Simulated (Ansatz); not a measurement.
System: CsH₃, space group Cm (No. 8) (cell built by us, not taken from a database).

Structure:
```
CELL_PARAMETERS angstrom
4.28657 -0.00305 -0.00340
-2.13892 4.82988 0.07458
-2.13894 -1.15416 7.67586
ATOMIC_POSITIONS crystal
Cs 0.76227 0.28655 0.23808
Cs 0.26229 0.78659 0.73807
H 0.57909 0.73687 0.42143
H 0.07910 0.23688 0.92144
H 0.93148 0.79500 0.06778
H 0.43148 0.29502 0.56780
H 0.47714 0.43155 0.52270
H 0.97714 0.93154 0.02269
```

Computed with Ansatz 0.2.0: harmonic phonon frequencies at the irreducible points of a q mesh with atoms at rest in the given cell, q in fractions of the reciprocal cell vectors, no long-range term at q = 0, imaginary frequencies are negative, the first points where there are many; plane waves with PAW datasets. Level: PBE, no spin polarisation.

wave cutoff 420 eV; k mesh 6×6×4; occupations fixed; pressure 0 GPa; phonon method linear response; q mesh 2×2×1.

Predict the phonon frequencies at several wave vectors (in fractions of the reciprocal vectors of the given cell).

No frequency is imaginary, so the structure is stable to these displacements at the wave vectors computed. The highest mode among the wave vectors computed lies at 3641.1 cm⁻¹, at (0 −0.5 0) (at the zone centre itself the field of polar modes is left out).

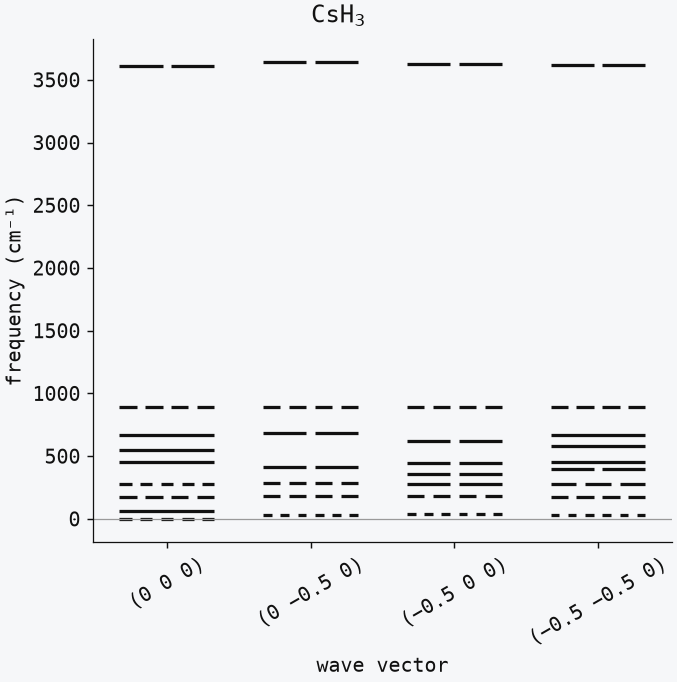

Imaginary frequencies are drawn as negative.

Keep in mind: vibrations at or below zero.
